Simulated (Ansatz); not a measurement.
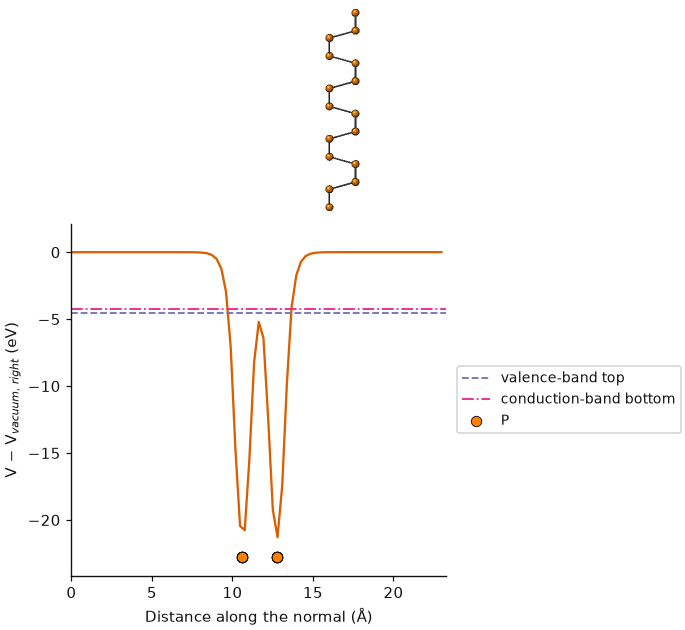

Plane-averaged electrostatic potential energy of an electron across the slab; circles at the bottom mark the heights of the atoms. The structure is drawn too.

Structure: a (010) slab cut from P (Cmce), 16 atoms in the cell, the slab at its places in the relaxed adsorbed structure.

Level of theory: DFT PBE+D3(BJ), scalar-relativistic, plane waves, PAW, no spin polarisation, 3×3×1 k mesh, 420 eV cutoff, Gaussian smearing of 0.1 eV; code Ansatz 0.2.0.

Question: What are the ionisation potential and the electron affinity of the slab?

Answer: From the vacuum level at the right face the ionisation potential is 4.54 eV and the electron affinity 4.23 eV; the left face gives the same. The slab's gap, their difference before rounding, is 0.31 eV. The two vacuum levels agree, so the slab has no net dipole along its normal.

Question: How thick are slab and vacuum?

Answer: The outermost atoms are 2.2 Å apart, which leaves 21.1 Å of vacuum in a cell 23.3 Å high.
